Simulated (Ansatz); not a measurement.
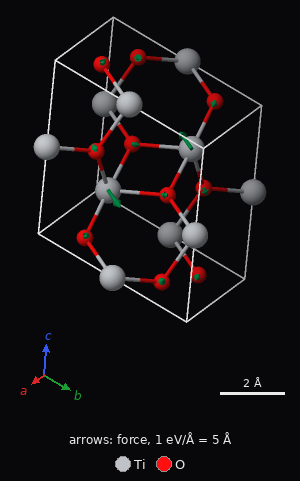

Starting geometry of crystalline TiO$_{2}$ (set up in Imma) with the computed forces as green arrows. Style: ball-and-stick. Shown: the cell of the calculation, slightly off an axis.

The run lets cell and atoms move.

Level of theory: Kohn-Sham DFT of a periodic cell, PBE, DFT+U, Ansatz PAW in Ansatz.

The input:
```yaml
crystal:
  lattice:
    - [-2.97316, 3.287369, 3.287402]
    - [2.97316, -3.287369, 3.287402]
    - [2.97316, 3.287369, -3.287402]
  atoms:
    - { symbol: Ti, position: [0.0, 0.5, 0.0] }
    - { symbol: Ti, position: [0.0, 0.0, 0.5] }
    - { symbol: Ti, position: [0.495245, 0.245245, 0.25] }
    - { symbol: Ti, position: [0.504755, 0.754755, 0.75] }
    - { symbol: O, position: [0.695081, 0.69523, 0.500149] }
    - { symbol: O, position: [0.695081, 0.194932, 0.999851] }
    - { symbol: O, position: [0.804516, 0.749617, 0.054899] }
    - { symbol: O, position: [0.194718, 0.749617, 0.445101] }
    - { symbol: O, position: [0.805282, 0.250383, 0.554899] }
    - { symbol: O, position: [0.304919, 0.805068, 0.000149] }
    - { symbol: O, position: [0.195484, 0.250383, 0.945101] }
    - { symbol: O, position: [0.304919, 0.30477, 0.499851] }
hamiltonian:
  xc: pbe
  pseudopotentials: { kind: paw }
  hubbard: { sites: [{ species: Ti, l: d, u_eff: 6.0 }] }
kpoints:
  mp_grid: { grid: [6, 6, 6] }
scf:
  occupations: { method: fermi_dirac, width: 0.05 }
output:
  forces: true
  stress: true
  eigenvalues: true
  write_density: true
  write_potential: true
  elf: true
  volumetric_format: npy
relax:
  f_tol: 0.01
  max_steps: 40
  cell: { stress_tol: 0.05 }
```

Command:
```bash
ansatz run input.yaml --threads 4 --pin off --max-ram 11264MiB --backend cpu --events-out ev --progress --plain --runs-dir out
```

### Is this structure relaxed? If not, where do the atoms go?

It isn't relaxed: the largest force vector, on Ti atoms, is 0.18 eV/Å. The atoms end up moving mostly along the starting forces (cosine between the two patterns 0.97). The largest moves relative to the cell, 0.031 Å, are those of Ti atoms. Largest moves by element: Ti 0.031 Å, O 0.007 Å. The drawn cell changes as follows: a = b = c 5.518 → 5.542 Å (+0.4 %), α 114.8° → 113.7°, β 106.9° → 107.4°, γ 106.9° → 107.4°; the volume changes by +1.5 %. Among the contacts that change: Ti–Ti 2.974 → 3.030 Å, O–Ti 1.942 → 1.979 Å, O–Ti 1.964 → 1.979 Å, O–Ti 1.985 → 1.979 Å. Among the angles between lasting bonds that change: O–Ti–O 97.1° → 99.9°. The space group (tolerance 0.01 Å) goes from Imma (No. 74) to P4_2/mnm (No. 136). After 4 accepted moves (6 points after the start) the energy has fallen by 5.5 meV per atom. The largest force component goes from 0.18 to 0.00052 eV/Å. The pressure goes from 3.99 to 0.01 GPa. At 2 points the geometry stayed and the basis and grid were re-selected for the new cell (energy shift of 0.8 meV per atom at most each time).
